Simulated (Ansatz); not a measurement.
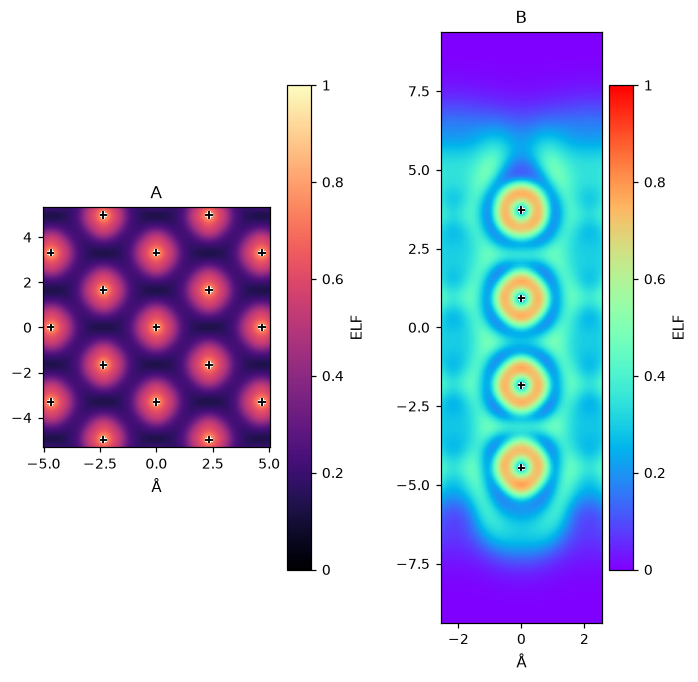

The ELF of 2 systems, each on a plane through atoms (crosses mark nuclei in the plane).

Level of theory: DFT PBEsol, scalar-relativistic, plane waves, PAW in Ansatz 0.2.0.

System 1: Au, the (101) plane of the conventional cell. Space group R3m; a structure from a database of computed crystals, not necessarily the ambient phase; changed on purpose from its base cell (atom 1 (Au) moved +0.135 A towards its neighbour atom 2 (Au) at 2.870 A); not relaxed (largest force 0.7 eV/Å); computed pressure about −9 GPa in this cell.

System 2: Mo (slab), the (100) plane of the calculation cell, a cut from vacuum to vacuum. Computed without spin polarisation.

```
Mo
1.0
     4.42551    0.00000    0.00000
    -2.21275    3.83260    0.00000
     0.00000    0.00000   25.84024
Mo
13
Direct
  0.66667 0.33333 0.29971
  0.33333 0.66667 0.32787
  0.00000 0.00000 0.35572
  0.66667 0.33333 0.39456
  0.33333 0.66667 0.42872
  0.00000 0.00000 0.46433
  0.66667 0.33333 0.50000
  0.33333 0.66667 0.53567
  0.00000 0.00000 0.57128
  0.66667 0.33333 0.60544
  0.33333 0.66667 0.64428
  0.00000 0.00000 0.67213
  0.66667 0.33333 0.70029
```

> Which map belongs to which system?

Panel A is system 1, Au: the plane holds Au. Au–Au (2.87 Å): the ELF is about 0.20 at the midpoint; no shared electron pair shows on this line. Panel B is system 2, Mo: the plane holds Mo. Mo–Mo (2.61 Å): the ELF is about 0.35 at the midpoint.
